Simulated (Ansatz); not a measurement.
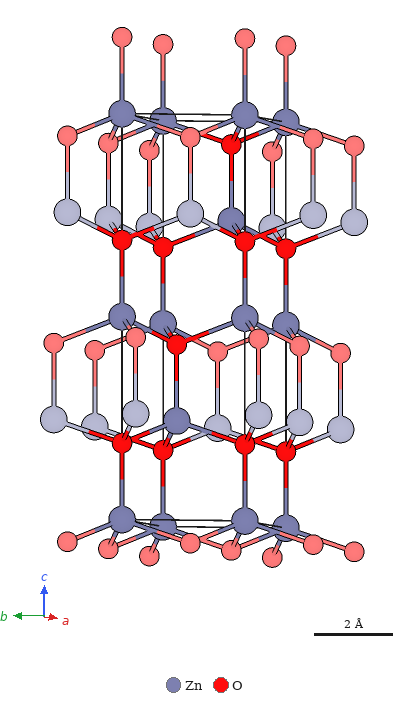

Fig. 1: The structure as given in the input (ball-and-stick view of the cell of the calculation, seen at an oblique angle; neighbours outside the cell are drawn fainter). An atom can appear more than once, as a periodic image.

**Geometry relaxation of ZnO**

The run: geometry relaxation of ZnO (8 atoms in the cell). Method and program: DFT, r2SCAN+rVV10, plane waves, PAW, no spin polarisation (Ansatz 0.2.0).

The structure was built on a prototype by a generator. The geometry comes from this level: PBEsol.

The program's output:
```
Engine: ansatz 0.2.0, x86_64-unknown-linux-gnu
Pseudopotentials: kind: paw
Pseudopotential: Zn, paw, valence charge 12, recommended cutoff 500 eV (meta_gga), Zn.paw.azcp
Pseudopotential: O, paw, valence charge 6, recommended cutoff 500 eV (meta_gga), O.paw.azcp
Functional definition: r2SCAN+rVV10
  parameter k0 = 0.174
  parameter k1 = 0.065
  parameter a1 = 4.9479
  exchange = r2scan_x(k0 = k0, k1 = k1, a1 = a1)
  correlation = r2scan_c + rvv10(11.95, 0.0093)
Crystal: 8 atoms, lattice volume = 94.156 Å³
Basis set: ecut = 500 eV, 2361 PW (Γ), exchange–correlation on 108×108×360 points (64 copies of the dense FFT grid, shifted against one another)
Bands: 44, of which v1, the nominal top of the filled ones, is band 36 counted from 1 (35 counted from 0)
Symmetry: 12 space group operations
Space group: P63mc (ITA 186), of the structure as read, at distance tolerance 4.5e-5 Å
k-points: 38 of 288
Non-local potential: Zn, projectors of the file, l = 0: 2, l = 1: 2, l = 2: 3, l = 3: 1
Non-local potential: O, projectors of the file, l = 0: 2, l = 1: 2, l = 2: 1
PAW form: soft (Blöchl's): semilocal exchange-correlation on the pseudo side does not see the compensation charge
rVV10 density: all electrons in the spheres
PAW frozen core: Zn, regenerated for the run's functional (the file was generated under x = pbe(κ = 0.804, μ = 0.2195149727645171), c = pbe(β = 0.06672455060314922))
PAW frozen core: O, regenerated for the run's functional (the file was generated under x = pbe(κ = 0.804, μ = 0.2195149727645171), c = pbe(β = 0.06672455060314922))
PAW one-centre angular grid: Zn, 590 points (default); XC on 261 of its mesh's 2673 points in the sphere
PAW one-centre angular grid: O, 302 points (default); XC on 160 Gauss nodes
Initial density: superposition of atomic densities (neutral atoms: chi_scale 0, normalization atom), corrected by the library's trained network
Initial wavefunctions: pseudopotential atomic-orbital guess
Functional: x = r2scan, c = r2scan + rvv10(b = 11.95, C = 0.0093); τ floored in thin density (d = 2e-4 eV/Å³)
SCF iter   1: F=—  HF=-15574.038031 eV  |F-HF|=—  |Δ(HF+E_count)|=         —  Δρ=1.87e-2  dr2=1.51e-1  dr2_τ=1.87e-1  ethr=1.77e-3  ⟨swp⟩=6.5  Hψ=6421  notcnv=0  defer=4
preconditioner: auto → Resta (q_TF=auto, 2.609 Å⁻¹)  ε∞=6.6  [insulator: Δε(μ)=1.240 eV  Ē_g=13.713 eV  σ=0.030 eV  W_gap=1.00  n_scr=38 (ndim 8)  ℏωp=32.5 eV  f_vac=0.026  D(μ)=0.00/eV (n_scr^D=0)  ε∞_Penn≈6.6]
SCF iter   2: F=—  HF=-15574.099803 eV  |F-HF|=—  |Δ(HF+E_count)|=   6.18e-2  Δρ=4.56e-3  dr2=1.59e-2  dr2_τ=1.13e-3  ethr=2.09e-4  ⟨swp⟩=2.5  Hψ=3417  notcnv=0  defer=133
SCF iter   3: F=—  HF=-15574.094930 eV  |F-HF|=—  |Δ(HF+E_count)|=   4.87e-3  Δρ=4.48e-3  dr2=9.10e-3  dr2_τ=3.47e-4  ethr=2.21e-5  ⟨swp⟩=2.0  Hψ=2926  notcnv=0  defer=95
automatic band count: iteration 3 solves 43 bands in place of 44: the levels show a gap, and the empty bands left out lie too high to hold charge; the band table lists the bands solved (type scf.n_extra_bands for more)
SCF iter   4: F=—  HF=-15574.093412 eV  |F-HF|=—  |Δ(HF+E_count)|=   1.52e-3  Δρ=1.29e-3  dr2=1.08e-3  dr2_τ=3.18e-5  ethr=1.26e-5  ⟨swp⟩=1.1  Hψ=1545  notcnv=0  defer=95
SCF iter   5: F=—  HF=-15574.093210 eV  |F-HF|=—  |Δ(HF+E_count)|=   2.02e-4  Δρ=2.67e-4  dr2=4.16e-5  dr2_τ=5.66e-6  ethr=1.50e-6  ⟨swp⟩=2.4  Hψ=2862  notcnv=0  defer=95
SCF iter   6: F=—  HF=-15574.093231 eV  |F-HF|=—  |Δ(HF+E_count)|=   2.16e-5  Δρ=1.16e-4  dr2=1.50e-5  dr2_τ=4.96e-7  ethr=5.77e-8  ⟨swp⟩=2.1  Hψ=2762  notcnv=0  defer=95
SCF iter   7: F=—  HF=-15574.093228 eV  |F-HF|=—  |Δ(HF+E_count)|=   2.94e-6  Δρ=3.12e-5  dr2=8.12e-7  dr2_τ=9.14e-8  ethr=2.08e-8  ⟨swp⟩=2.1  Hψ=2822  notcnv=0  defer=95
SCF iter   8: F=—  HF=-15574.093228 eV  |F-HF|=—  |Δ(HF+E_count)|=   1.26e-7  Δρ=1.41e-5  dr2=1.80e-7  dr2_τ=6.92e-9  ethr=1.13e-9  ⟨swp⟩=2.4  Hψ=2525  notcnv=0  defer=95
SCF iter   9: F=-15574.093228 eV  HF=-15574.093228 eV  |F-HF|=3.25e-8  |Δ(HF+E_count)|=   2.81e-8  Δρ=6.23e-6  dr2=3.12e-8  dr2_τ=2.70e-9  ethr=1.39e-10  ⟨swp⟩=4.1  Hψ=5798  notcnv=0
SCF 1 converged in 9 iterations: F = -15574.093228 eV  dr2 = 3.12e-8
  greatest PAW one-centre occupation: 0.987 electrons in one spin orbital (limit 2), on the Zn atom at site 2 (counted from 0), in its partial waves of l = 2
relax step   1: F+E_penalty+E_count = -15574.09322811 eV  Δ(F+E_penalty+E_count) = +0.000e0 eV  max|allowed force component| = 4.057e-3 eV/Å  Δτ_max = 0.0000 Å  P = -0.960 GPa  Ω = 94.156 Å³  (9 SCF iters, dr2 threshold 1.00e-7 eV, accepted)
Crystal: 8 atoms, lattice volume = 93.839 Å³
rVV10 density: all electrons in the spheres
Initial density: handed on by an earlier stage of this run
Initial wavefunctions: those handed on with the density
iter 1 solved again at ethr=1.22e-7 eV; its pass at ethr=3.10e-3 eV (dr2=8.75e-5 eV) is discarded
SCF iter   1: F=—  HF=-15574.094460 eV  |F-HF|=—  |Δ(HF+E_count)|=         —  Δρ=2.91e-4  dr2=7.67e-5  dr2_τ=3.31e-4  ethr=1.22e-7  ⟨swp⟩=2.2  Hψ=6873  notcnv=0
automatic band count: iteration 1 solves 41 bands in place of 44: the levels show a gap, and the empty bands left out lie too high to hold charge; the band table lists the bands solved (type scf.n_extra_bands for more)
preconditioner: auto → Resta (q_TF=auto, 2.610 Å⁻¹)  ε∞=8.0  [insulator: Δε(μ)=1.133 eV  Ē_g=12.292 eV  σ=0.030 eV  W_gap=1.00  n_scr=38 (ndim 8)  ℏωp=32.5 eV  f_vac=0.025  D(μ)=0.00/eV (n_scr^D=0)  ε∞_Penn≈8.0]
SCF iter   2: F=—  HF=-15574.094846 eV  |F-HF|=—  |Δ(HF+E_count)|=   3.86e-4  Δρ=1.92e-4  dr2=3.46e-5  dr2_τ=1.21e-6  ethr=1.06e-7  ⟨swp⟩=2.0  Hψ=2926  notcnv=0
SCF iter   3: F=—  HF=-15574.094840 eV  |F-HF|=—  |Δ(HF+E_count)|=   6.10e-6  Δρ=8.31e-5  dr2=6.73e-6  dr2_τ=8.02e-7  ethr=4.81e-8  ⟨swp⟩=2.1  Hψ=2771  notcnv=0
SCF iter   4: F=—  HF=-15574.094840 eV  |F-HF|=—  |Δ(HF+E_count)|=   3.30e-7  Δρ=4.41e-5  dr2=1.32e-6  dr2_τ=6.57e-8  ethr=9.35e-9  ⟨swp⟩=2.9  Hψ=2879  notcnv=0
SCF iter   5: F=-15574.094840 eV  HF=-15574.094840 eV  |F-HF|=2.00e-7  |Δ(HF+E_count)|=   1.89e-7  Δρ=1.75e-5  dr2=2.59e-7  dr2_τ=1.96e-8  ethr=1.11e-9  ⟨swp⟩=4.0  Hψ=5819  notcnv=0
SCF 2 converged in 5 iterations: F = -15574.094840 eV  dr2 = 2.59e-7
  greatest PAW one-centre occupation: 0.987 electrons in one spin orbital (limit 2), on the Zn atom at site 0 (counted from 0), in its partial waves of l = 2
relax step   2: F+E_penalty+E_count = -15574.09483973 eV  Δ(F+E_penalty+E_count) = -1.612e-3 eV  max|allowed force component| = 3.460e-3 eV/Å  Δτ_max = 0.0003 Å  P = -0.451 GPa  Ω = 93.839 Å³  energy of the carried Pulay correction = +2.016e-4 eV  (5 SCF iters, dr2 threshold 8.00e-7 eV, accepted)
Crystal: 8 atoms, lattice volume = 93.559 Å³
rVV10 density: all electrons in the spheres
iter 1 solved again at ethr=1.00e-7 eV; its pass at ethr=3.10e-3 eV (dr2=7.23e-5 eV) is discarded
SCF iter   1: F=—  HF=-15574.095114 eV  |F-HF|=—  |Δ(HF+E_count)|=         —  Δρ=2.69e-4  dr2=6.48e-5  dr2_τ=2.67e-4  ethr=1.00e-7  ⟨swp⟩=2.0  Hψ=6812  notcnv=0
automatic band count: iteration 1 solves 41 bands in place of 44: the levels show a gap, and the empty bands left out lie too high to hold charge; the band table lists the bands solved (type scf.n_extra_bands for more)
preconditioner: auto → Resta (q_TF=auto, 2.612 Å⁻¹)  ε∞=8.0  [insulator: Δε(μ)=1.137 eV  Ē_g=12.311 eV  σ=0.030 eV  W_gap=1.00  n_scr=38 (ndim 8)  ℏωp=32.6 eV  f_vac=0.025  D(μ)=0.00/eV (n_scr^D=0)  ε∞_Penn≈8.0]
SCF iter   2: F=—  HF=-15574.095417 eV  |F-HF|=—  |Δ(HF+E_count)|=   3.03e-4  Δρ=1.72e-4  dr2=2.81e-5  dr2_τ=8.87e-7  ethr=8.99e-8  ⟨swp⟩=2.0  Hψ=2926  notcnv=0
SCF iter   3: F=—  HF=-15574.095412 eV  |F-HF|=—  |Δ(HF+E_count)|=   4.80e-6  Δρ=7.59e-5  dr2=5.51e-6  dr2_τ=6.80e-7  ethr=3.90e-8  ⟨swp⟩=2.1  Hψ=2777  notcnv=0
SCF iter   4: F=—  HF=-15574.095412 eV  |F-HF|=—  |Δ(HF+E_count)|=   3.12e-7  Δρ=3.89e-5  dr2=1.07e-6  dr2_τ=4.88e-8  ethr=7.65e-9  ⟨swp⟩=2.8  Hψ=2848  notcnv=0
SCF iter   5: F=-15574.095412 eV  HF=-15574.095412 eV  |F-HF|=1.18e-7  |Δ(HF+E_count)|=   1.46e-7  Δρ=1.38e-5  dr2=1.59e-7  dr2_τ=1.15e-8  ethr=7.37e-10  ⟨swp⟩=4.0  Hψ=5812  notcnv=0
SCF 3 converged in 5 iterations: F = -15574.095412 eV  dr2 = 1.59e-7
relax step   3: F+E_penalty+E_count = -15574.09541173 eV  Δ(F+E_penalty+E_count) = -5.720e-4 eV  max|allowed force component| = 1.899e-3 eV/Å  Δτ_max = 0.0003 Å  P = +0.006 GPa  Ω = 93.559 Å³  energy of the carried Pulay correction = +3.802e-4 eV  (5 SCF iters, dr2 threshold 5.30e-7 eV, accepted)
rVV10 density: all electrons in the spheres
Initial wavefunctions: pseudopotential atomic-orbital guess (no wavefunctions were taken with the density)
iter 1 solved again at ethr=1.00e-7 eV; its pass at ethr=3.10e-3 eV (dr2=7.22e-5 eV) is discarded
SCF iter   1: F=—  HF=-15574.095026 eV  |F-HF|=—  |Δ(HF+E_count)|=         —  Δρ=2.76e-5  dr2=2.48e-7  dr2_τ=1.11e-7  ethr=1.00e-7  ⟨swp⟩=3.0  Hψ=11097  notcnv=0
preconditioner: auto → Resta (q_TF=auto, 2.612 Å⁻¹)  ε∞=6.8  [insulator: Δε(μ)=1.135 eV  Ē_g=13.569 eV  σ=0.030 eV  W_gap=1.00  n_scr=38 (ndim 8)  ℏωp=32.6 eV  f_vac=0.025  D(μ)=0.00/eV (n_scr^D=0)  ε∞_Penn≈6.8]
SCF iter   2: F=—  HF=-15574.095029 eV  |F-HF|=—  |Δ(HF+E_count)|=   2.54e-6  Δρ=1.70e-5  dr2=8.70e-8  dr2_τ=2.43e-8  ethr=3.44e-10  ⟨swp⟩=2.1  Hψ=3021  notcnv=0
SCF iter   3: F=—  HF=-15574.095029 eV  |F-HF|=—  |Δ(HF+E_count)|=   3.62e-8  Δρ=4.10e-6  dr2=5.04e-9  dr2_τ=2.41e-9  ethr=1.21e-10  ⟨swp⟩=2.8  Hψ=3117  notcnv=0
SCF iter   4: F=—  HF=-15574.095029 eV  |F-HF|=—  |Δ(HF+E_count)|=  2.42e-10  Δρ=1.59e-6  dr2=1.65e-9  dr2_τ=1.90e-10  ethr=7.00e-12  ⟨swp⟩=2.0  Hψ=2888  notcnv=0
SCF iter   5: F=—  HF=-15574.095029 eV  |F-HF|=—  |Δ(HF+E_count)|=  2.67e-10  Δρ=6.11e-7  dr2=3.27e-10  dr2_τ=1.41e-11  ethr=2.29e-12  ⟨swp⟩=2.0  Hψ=2886  notcnv=0
SCF iter   6: F=-15574.095029 eV  HF=-15574.095029 eV  |F-HF|=3.64e-12  |Δ(HF+E_count)|=  2.04e-10  Δρ=1.70e-7  dr2=3.23e-11  dr2_τ=1.45e-12  ethr=1.00e-12  ⟨swp⟩=4.6  Hψ=6167  notcnv=0
SCF 4 converged in 6 iterations: F = -15574.095029 eV  dr2 = 3.23e-11
relax step   4: F+E_penalty+E_count = -15574.09502882 eV  Δ(F+E_penalty+E_count) = +3.829e-4 eV  max|allowed force component| = 1.910e-3 eV/Å  Δτ_max = 0.0000 Å  P = +0.006 GPa  Ω = 93.559 Å³  stress off target by 1.59e-2 GPa  SCF on the basis re-selected at this cell (its energy is not comparable with the rows above)  (6 SCF iters)
```

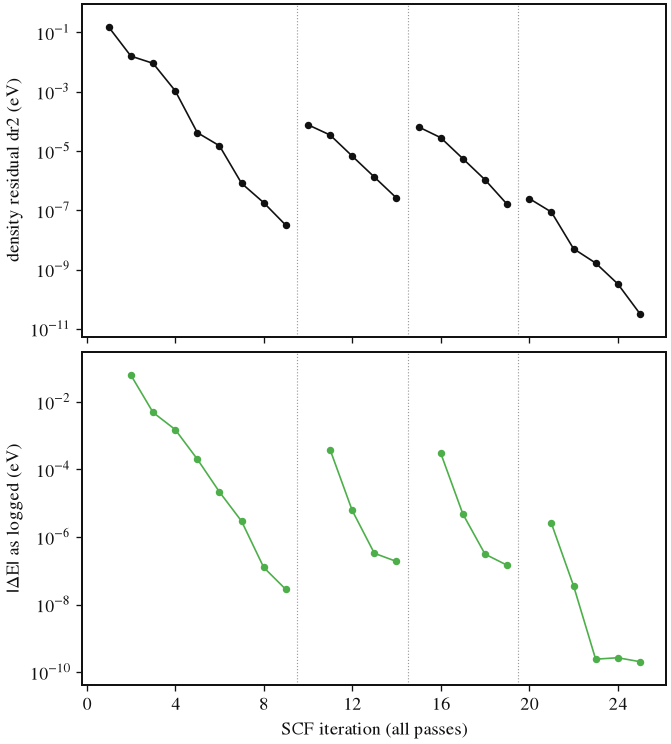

Fig. 2: Convergence of the self-consistent field: density residual dr2 and size of the energy change against the SCF iteration. The dotted lines part the SCF passes of the relaxation: geometry steps, rejected trials and re-solves on a re-selected basis. The passes take 9, 5, 5 and 6 iterations.

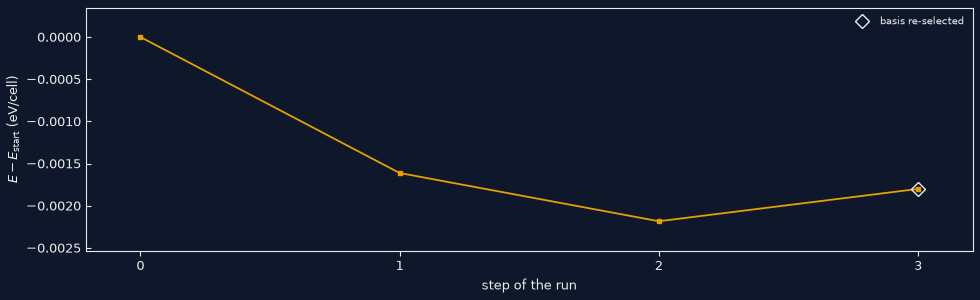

Fig. 3: Progress of the relaxation, step by step (the first geometry is step 0 here and step 1 in the log). After 2 geometry steps the energy has fallen by 2.2 meV per cell of the calculation. Largest force component: 0.0041 eV/Å at the start, 0.0019 eV/Å at the end. Pressure: −0.96 GPa at the start and 0.01 GPa at the end. No atom moves by more than 0.005 Å relative to the cell. A last SCF at the same geometry on a re-selected plane-wave basis shifts the energy by +0.4 meV per cell of the calculation.

```
basis re-selected at this cell: Δ(F+E_penalty+E_count) = +3.829e-4 eV, ΔP = +0.000 GPa vs the last step (what re-selecting the basis moved, of the pressure what is left beyond the Pulay correction that the steps carried, after the strain that the cell walked since its last selection, with what the two solves' SCF thresholds leave and, on support functions, any second-order correction that the steps lacked; it is no measure of the basis error at this ecutwfc). This SCF's stress stands 1.59e-2 GPa from its target on what of the cell is left free (relax.cell.stress_tol is 5.00e-2 GPa) and its largest allowed force component is 1.91e-3 eV/Å (relax.f_tol is 1.00e-2 eV/Å): within both
SCF converged after 6 iterations
Free energy (F): -15574.095029 eV
Harris-Foulkes:  -15574.095029 eV  (|F-HF|=3.64e-12)
Internal energy: -15574.095029 eV  (E = F + TS)
E sigma→0 (E₀):  -15574.095029 eV
Fermi energy:    7.689646 eV
--- Per-component energies (eV) ---
  E_band       = 106.147535
  E_kinetic    = 1225.880481
  E_local      = -7968.619599  (includes V_loc(G=0)·N_el)
  E_nonlocal   = 2683.756009
  E_hartree    = 3287.012843
  E_xc         = -780.337499
  E_vxc        = -630.352559  (∫ρ·V_xc dr)
  E_paw        = -8056.770607  (= ΣΔE_a)
  E_vpaw       = -1816.841352  (= ΣTr[D̂ρ^β])
  E_aug_tail   = 0.003002  (compensation charges beyond the density's cutoff)
  E_vtau       = 38.296155  (kinetic-family band-sum trace: ∫τ·v_τ [+ j·A + Jᵃ·Aᵃ] dr)
  E_ewald      = -5964.161421
  E_core_change = -0.858239  (= ΣΔE_core)
  E_smearing   = -0.000000  (= −TS)
  E_closure    = -0.000000  (closes the sum)
  Σ components = -15574.095029   (vs F -15574.095029, Δ=0.00e0)
--- Forces (eV/Å), atoms counted from 1 ---
  atom   1  Zn     0.00000000     0.00000000    -0.00163470
  atom   2  Zn    -0.00000000     0.00000000    -0.00189234
  atom   3  Zn     0.00000000    -0.00000000    -0.00163470
  atom   4  Zn     0.00000000    -0.00000000    -0.00189234
  atom   5  O      0.00000000     0.00000000     0.00188711
  atom   6  O     -0.00000000    -0.00000000     0.00171045
  atom   7  O     -0.00000000    -0.00000000     0.00188711
  atom   8  O      0.00000000     0.00000000     0.00171045
  max |Σ_I F_I| component: 1.41e-4 eV/Å
--- Stress (GPa, compression-positive) ---
        0.001693       0.000000       0.000000
        0.000000       0.001693       0.000000
        0.000000       0.000000       0.015873
  P = ⅓ Tr σ = 0.0064 GPa (0.064 kbar)
--- Relaxed structure (3 steps of the walk, 3 accepted, 1 SCFs on fresh bases) ---
  F+E_penalty+E_count = -15574.09502882 eV   max|allowed force component| = 1.910e-3 eV/Å   (the final SCF, on the basis selected at the relaxed cell)
  cell:  # Å, volume = 93.5595 Å³
    - [3.2164780964925757, 0.0, 1.2732481987507785e-33]
    - [-1.6082390482462878, 2.785551742278785, -7.941477115812395e-34]
    - [3.545914213886873e-33, 0.0, 10.44229446103138]
  atoms:
    - { symbol: Zn, position: [-5.556163981335574e-34, -1.2357455397243063e-33, -0.0005712965692268976] }
    - { symbol: Zn, position: [0.3333333333333333, 0.6666666666666667, 0.2495865606349316] }
    - { symbol: Zn, position: [8.445449871085219e-34, 1.5247331528535507e-33, 0.4994287034307732] }
    - { symbol: Zn, position: [0.6666666666666667, 0.33333333333333337, 0.7495865606349317] }
    - { symbol: O, position: [-1.068251316666396e-33, -1.3047575070387526e-33, 0.1881156868047419] }
    - { symbol: O, position: [0.3333333333333333, 0.6666666666666667, 0.4378690491295534] }
    - { symbol: O, position: [5.1572070734886535e-34, 1.2256812944909495e-33, 0.6881156868047419] }
    - { symbol: O, position: [0.6666666666666667, 0.33333333333333337, 0.9378690491295534] }
```

Trajectory as extended XYZ (Å, eV, eV/Å), 4 frames, from step=1 to step=4:
```
8
Lattice="3.2224 0.0000 0.0000 -1.6112 2.7907 0.0000 0.0000 0.0000 10.4700" Properties=species:S:1:pos:R:3:forces:R:3 step=1 energy=-15574.09323 pressure_GPa=-0.96
Zn    0.0000    0.0000   -0.0054    0.0000   0.0000  -0.0040
Zn    0.0000    1.8605    2.6137    0.0000   0.0000   0.0001
Zn    0.0000    0.0000    5.2296    0.0000   0.0000  -0.0040
Zn    1.6112    0.9302    7.8487    0.0000   0.0000   0.0001
O     0.0000    0.0000    1.9690    0.0000   0.0000   0.0034
O     0.0000    1.8605    4.5840    0.0000   0.0000   0.0006
O     0.0000    0.0000    7.2040    0.0000   0.0000   0.0034
O     1.6112    0.9302    9.8190    0.0000   0.0000   0.0006
8
Lattice="3.2193 0.0000 0.0000 -1.6097 2.7880 0.0000 0.0000 0.0000 10.4550" Properties=species:S:1:pos:R:3:forces:R:3 step=2 energy=-15574.09484 pressure_GPa=-0.45
Zn    0.0000    0.0000   -0.0057    0.0000   0.0000  -0.0033
Zn    0.0000    1.8587    2.6097    0.0000   0.0000  -0.0017
Zn    0.0000    0.0000    5.2218    0.0000   0.0000  -0.0033
Zn    1.6097    0.9293    7.8372    0.0000   0.0000  -0.0017
O     0.0000    0.0000    1.9664    0.0000   0.0000   0.0035
O     0.0000    1.8587    4.5777    0.0000   0.0000   0.0017
O     0.0000    0.0000    7.1939    0.0000   0.0000   0.0035
O     1.6097    0.9293    9.8052    0.0000   0.0000   0.0017
8
Lattice="3.2165 0.0000 0.0000 -1.6082 2.7856 0.0000 0.0000 0.0000 10.4423" Properties=species:S:1:pos:R:3:forces:R:3 step=3 energy=-15574.09541 pressure_GPa=0.01
Zn    0.0000    0.0000   -0.0060    0.0000   0.0000  -0.0016
Zn    0.0000    1.8570    2.6063    0.0000   0.0000  -0.0019
Zn    0.0000    0.0000    5.2152    0.0000   0.0000  -0.0016
Zn    1.6082    0.9285    7.8274    0.0000   0.0000  -0.0019
O     0.0000    0.0000    1.9644    0.0000   0.0000   0.0019
O     0.0000    1.8570    4.5724    0.0000   0.0000   0.0017
O     0.0000    0.0000    7.1855    0.0000   0.0000   0.0019
O     1.6082    0.9285    9.7935    0.0000   0.0000   0.0017
8
Lattice="3.2165 0.0000 0.0000 -1.6082 2.7856 0.0000 0.0000 0.0000 10.4423" Properties=species:S:1:pos:R:3:forces:R:3 step=4 energy=-15574.09503 pressure_GPa=0.01
Zn    0.0000    0.0000   -0.0060    0.0000   0.0000  -0.0016
Zn    0.0000    1.8570    2.6063    0.0000   0.0000  -0.0019
Zn    0.0000    0.0000    5.2152    0.0000   0.0000  -0.0016
Zn    1.6082    0.9285    7.8274    0.0000   0.0000  -0.0019
O     0.0000    0.0000    1.9644    0.0000   0.0000   0.0019
O     0.0000    1.8570    4.5724    0.0000   0.0000   0.0017
O     0.0000    0.0000    7.1855    0.0000   0.0000   0.0019
O     1.6082    0.9285    9.7935    0.0000   0.0000   0.0017
```

The run was set up as follows.

Input:
```yaml
crystal:
  lattice:
    - [3.222444498, 0.0, 0.0]
    - [-1.611222249, 2.7907187975, 0.0]
    - [0.0, 0.0, 10.4700170687]
  atoms:
    - { symbol: Zn, position: [0.0, 0.0, -0.0005149356] }
    - { symbol: Zn, position: [0.3333333333, 0.6666666667, 0.2496320014] }
    - { symbol: Zn, position: [0.0, 0.0, 0.4994850644] }
    - { symbol: Zn, position: [0.6666666667, 0.3333333333, 0.7496320014] }
    - { symbol: O, position: [0.0, 0.0, 0.1880592568] }
    - { symbol: O, position: [0.3333333333, 0.6666666667, 0.4378236774] }
    - { symbol: O, position: [0.0, 0.0, 0.6880592568] }
    - { symbol: O, position: [0.6666666667, 0.3333333333, 0.9378236774] }
kpoints:
  mp_grid: { grid: [12, 12, 2] }
hamiltonian:
  xc: r2scan
  dispersion: rvv10
scf:
  occupations: { method: fermi_dirac, width: 0.03 }
relax:
  f_tol: 0.01
  cell: {}
  max_steps: 120
```

Launched with:
```bash
ansatz run input.yaml --threads 4 --pin off --max-ram 4608MiB --backend cpu --events-out ev --progress --plain --runs-dir out
```

Summary:

- outcome: converged
- space group (tolerance 0.01 Å): P6₃mc (186)
- electrons treated: 72
- free energy: −15574.0950 eV
- Fermi energy: 7.690 eV
- pressure: 0.01 GPa
- final volume: 93.56 Å³
- largest force (length of the vector) at the end: 0.002 eV/Å
- final cell: a = 3.216 Å, b = 3.216 Å, c = 10.442 Å, α = 90.00°, β = 90.00°, γ = 120.00°
- hardware: 4 threads of Intel Xeon (Granite Rapids), 32 GiB of memory available, shared host
- wall time: 18 s (CPU time 67 s)
- peak memory: 0.78 GiB
